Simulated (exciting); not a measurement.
# A series of single points on Sb

System: Sb (P6₃/mmc, 2 atoms in the cell).
Method: Kohn-Sham DFT of a periodic cell, PBEsol, all-electron LAPW+lo, shipped species files, no spin polarisation (exciting sodium).

The 7 runs differ only in the geometry, by an even scaling of the cell at fixed fractional positions. The structure derives from a Materials Project entry.

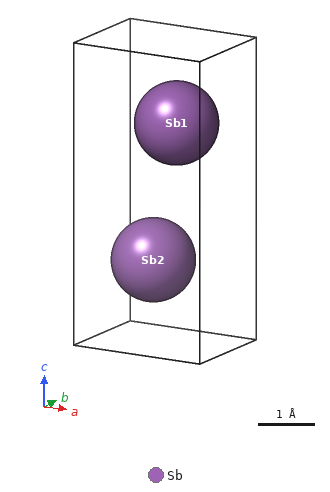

Figure 1. The structure of run 4 (spheres-only view of the cell of the calculation, seen slightly off an axis; atoms are numbered from 1 in the order of the input).

### Input of run 4
```
<input>
  <title>Sb</title>
  <structure speciespath="./" tshift="false">
    <crystal scale="1">
      <basevect>6.339147547332 0.000000000000 0.000000000000</basevect>
      <basevect>-3.169573773666 5.489862814279 0.000000000000</basevect>
      <basevect>0.000000000000 0.000000000000 10.337105486205</basevect>
    </crystal>
    <species speciesfile="Sb.xml" rmt="2.3">
      <atom coord="0.666666666700 0.333333333300 0.750000000000"/>
      <atom coord="0.333333333300 0.666666666700 0.250000000000"/>
    </species>
  </structure>
  <groundstate do="fromscratch" ngridk="9 9 5" rgkmax="9" gmaxvr="14" lmaxapw="10" lmaxmat="10" lmaxvr="8" xctype="GGA_PBE_SOL" stype="Fermi Dirac" swidth="0.00183747" nempty="10" ValenceRelativity="iora*" epsengy="1e-05" epspot="1e-05" maxscl="60" tforce="true" outputlevel="normal"/>
</input>
```

Command:
```bash
OMP_NUM_THREADS=1 exciting_smp
```

Run 2 has the same physical settings and fractional positions; its lattice vectors (Å) are:
```
   3.309195    0.000000    0.000000
  -1.654598    2.865847    0.000000
   0.000000    0.000000    5.396230
```

### Results, with one run withheld

| run | volume per atom (Å³) | free energy per atom, from the lowest run given (meV) |
| --- | --- | --- |
| 1 | 25.055 | 7.39 |
| 2 | 25.588 | ? |
| 3 | 26.121 | 0.00 |
| 4 | 26.654 | 3.45 |
| 5 | 27.187 | 10.58 |
| 6 | 27.720 | 21.38 |
| 7 | 28.253 | 35.51 |

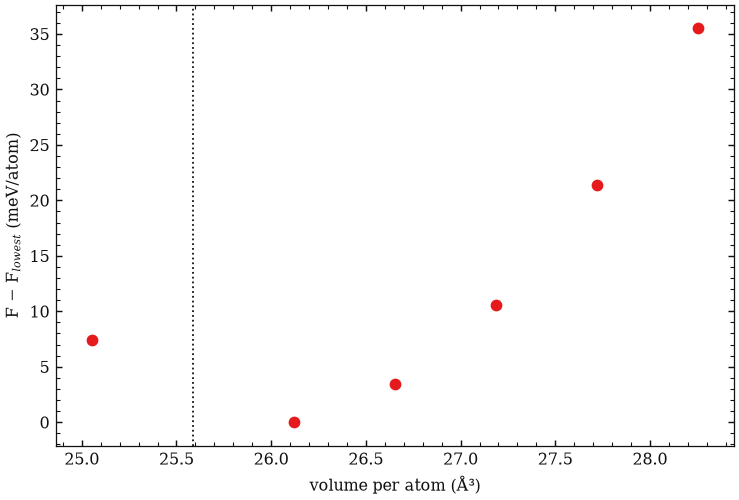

Figure 2. Free energy per atom of the runs given; the dotted line marks run 2.

Estimate the energy of run 2 from the others.

A cubic polynomial in V^(−2/3) (the Birch–Murnaghan form), fitted to the 6 runs given, misses them by at most 0.11 meV per atom. With x = V^(−2/3) − 0.11167 Å⁻², it reads F = 4.9203 − 4316.5 x + 9.3094e+05 x² + 1.1947e+06 x³ (meV per atom). At run 2 it gives 1.25 meV per atom, and the run itself gives 1.18. The fit has its minimum at 25.988 Å³ per atom, where V d²F/dV² gives 66.9 GPa. Cell shape and fractional positions are held, so this is the stiffness under even scaling; the relaxed bulk modulus wasn't computed.

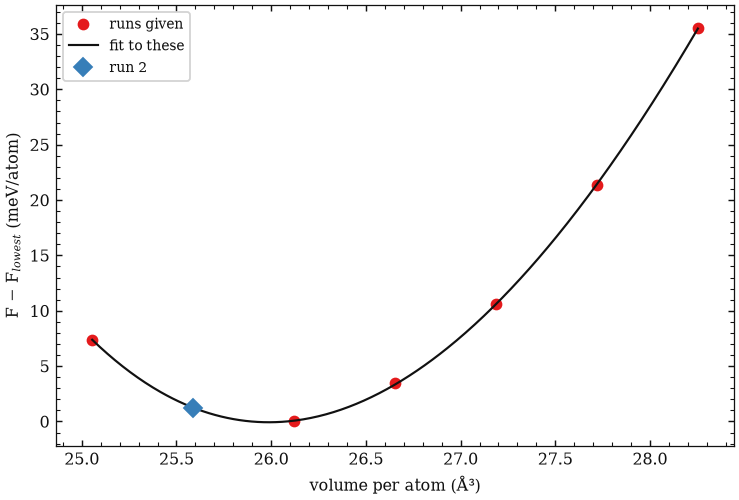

Figure 3. The fit and the withheld run.

### Some lines of the output (run 2)
```
[...]
 Absolute change in total energy   (target) :  0.170157E-03  ( 0.100000E-04)
 Total energy                               :    -12961.64858447
 Fermi energy                               :         0.30630984
 DOS at Fermi energy (states/Ha/cell)       :        36.23659709
 Absolute change in total energy   (target) :  0.953756E-04  ( 0.100000E-04)
 Total energy                               :    -12961.64858129
 Fermi energy                               :         0.30630985
 DOS at Fermi energy (states/Ha/cell)       :        36.23657192
 Absolute change in total energy   (target) :  0.317311E-05  ( 0.100000E-04)
 Total energy                               :    -12961.64858228
 DOS at Fermi energy (states/Ha/cell)       :        36.23658708
 Absolute change in total energy   (target) :  0.982778E-06  ( 0.100000E-04)
 Total energy                               :    -12961.64858290
 DOS at Fermi energy (states/Ha/cell)       :        36.23658850
```
